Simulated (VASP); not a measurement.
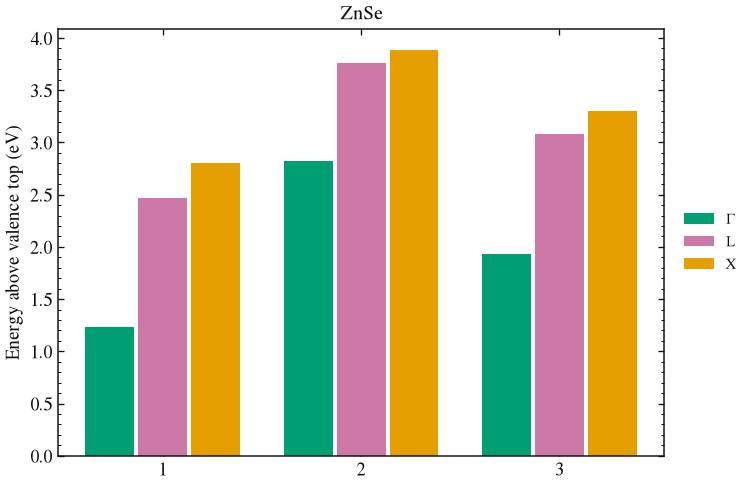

Lowest conduction level at each named k point, counted from the valence-band top at Γ, by several methods on one cell of zincblende ZnSe, space group F-43m (No. 216), 2 atoms in the primitive cell; cubic a = 5.640 Å. All runs are without spin-orbit coupling and carry no moments.

> Which column is which method? They are TB-mBJ, r2SCAN and PBEsol.

1 is PBEsol; 2 is TB-mBJ; 3 is r2SCAN.

| method | program | Γ (eV) | L (eV) | X (eV) |
| --- | --- | --- | --- | --- |
| PBEsol | VASP | 1.23 | 2.47 | 2.80 |
| r2SCAN | VASP | 1.93 | 3.08 | 3.30 |
| TB-mBJ | VASP | 2.82 | 3.76 | 3.89 |

> Does r2SCAN shift these levels rigidly from PBEsol?

The shifts are +0.70 eV at Γ, +0.61 eV at L and +0.50 eV at X, and at points that aren't plotted +0.52 eV (K) and +0.47 eV (W): over the named points that both runs hold, a spread of 0.23 eV on a mean of 0.56 eV, so one shift doesn't describe them.

Settings. PBEsol: VASP PAW PBE potentials, release 64 (Zn, Se), 8×8×8 k mesh, 520 eV cutoff, Gaussian smearing of 0.02 eV (VASP). r2SCAN: VASP PAW PBE potentials, release 64 (Zn, Se), 8×8×8 k mesh, 520 eV cutoff, Gaussian smearing of 0.02 eV (VASP 6.6.1). TB-mBJ: VASP PAW PBE potentials, release 64 (Zn, Se), 8×8×8 k mesh, 520 eV cutoff, Gaussian smearing of 0.02 eV (VASP).

The PAW data sets were made with another functional. Spin-orbit coupling is left out, which matters for Se. The cell was derived from a database entry in an earlier step, so it needn't be the measured one. LDA, GGA and most meta-GGA functionals understate gaps. TB-mBJ: this is a model potential built to give gaps, with no total energy.
